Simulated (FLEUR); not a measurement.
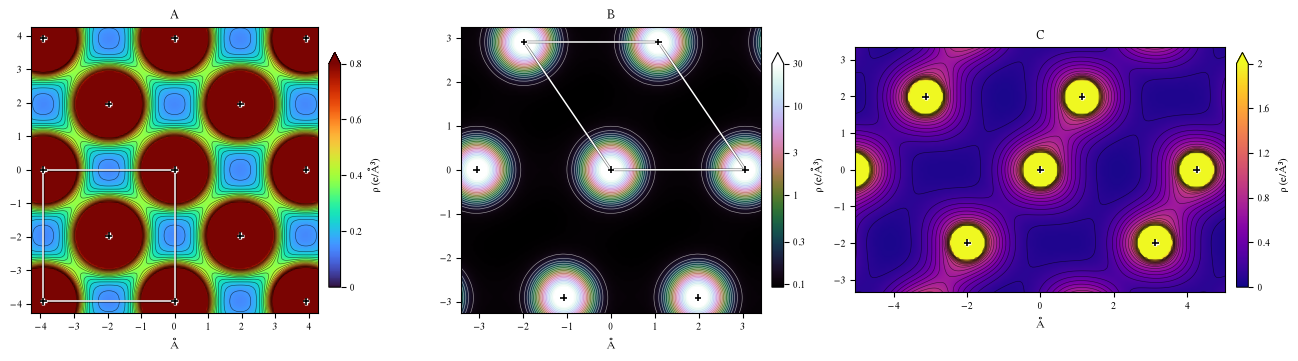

The electron density of 3 systems, each on a plane through atoms (crosses mark nuclei in the plane).

Method: Kohn-Sham DFT of a periodic cell, PBE, all-electron (FLEUR MaX-R8.1 (later development tree)).

System 1: P, the (110) plane of the conventional cell. Space group R-3m; a structure from a database of computed crystals, not necessarily the ambient phase.

```xyz
6
Lattice="3.4515 0.0000 0.0000 -1.7257 2.9890 0.0000 0.0000 0.0000 9.3890" Properties=species:S:1:pos:R:3 pbc="T T T"
P     1.7257    0.9963    0.9976
P     0.0000    1.9927    4.1273
P     0.0000    0.0000    7.2570
P     0.0000    0.0000    2.1321
P     1.7257    0.9963    5.2617
P     0.0000    1.9927    8.3915
```

System 2: Mg, the (101̄) plane of the conventional cell. Space group P-1; a structure from a database of computed crystals, not necessarily the ambient phase; changed on purpose from its base cell (cell strained at random at fixed volume).

System 3: Pt, the (001) plane of the conventional cell. Space group Fm-3m.

```
CELL_PARAMETERS angstrom
3.92180 0.00000 0.00000
0.00000 3.92180 0.00000
0.00000 0.00000 3.92180
ATOMIC_POSITIONS crystal
Pt 0.00000 0.00000 0.00000
Pt 0.50000 0.50000 0.00000
Pt 0.50000 0.00000 0.50000
Pt 0.00000 0.50000 0.50000
```

Question: Which map belongs to which system?

Answer: Panel A is system 3, Pt: the plane holds Pt. Pt–Pt (2.77 Å): ρ is about 0.38 e/Å³ halfway. Panel B is system 2, Mg: the plane holds Mg. Mg–Mg (3.06 Å): ρ at the midpoint is about 0.1 e/Å³. Panel C is system 1, P: the plane holds P. P–P (2.29 Å): the density is about 0.68 e/Å³ at the midpoint.
